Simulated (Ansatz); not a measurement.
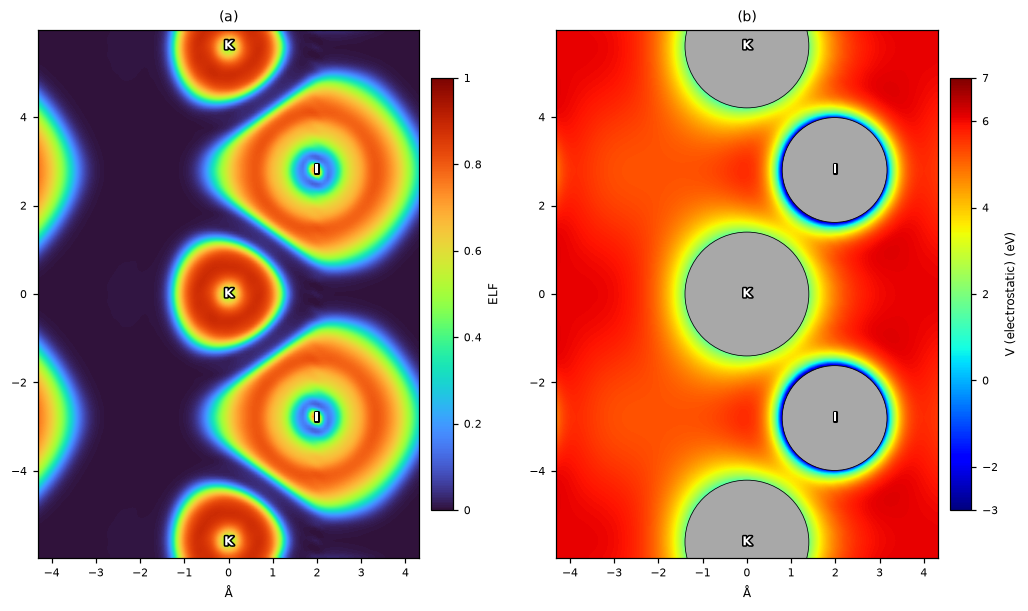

*KI. (a) electron localisation function; (b) electrostatic potential energy of an electron on the (011) plane of the conventional cell. Grey discs cover the atomic cores in the potential map.*

Space group F-43m; started from the zincblende prototype, which need not be the ambient phase.

Theory: DFT, r2SCAN0, plane waves, PAW (Ansatz 0.2.0).

In a PAW calculation such maps are meaningful between the atoms, not at the nuclei.

**What do the fields say about this system?**

- Atoms in the plane: K and I.
- K–I (3.43 Å): the ELF peaks at about 0.80 in the valence shell of I, 1.3 Å from its nucleus, and drops to about 0.05 between the two atoms; a largely ionic contact.
- The features right at K lie inside the PAW spheres, where the map follows smoothed inner orbitals and isn't to be read closely.
- Outside the cores the potential energy rises away from the atoms and is highest about 2.3 Å from the nearest atoms; its zero is arbitrary.

**Does the calculation give a band gap?**

It is gapped, with a Kohn–Sham gap of 5.8 eV on the k-point mesh (the band edges may lie off the mesh, which would make the gap smaller).
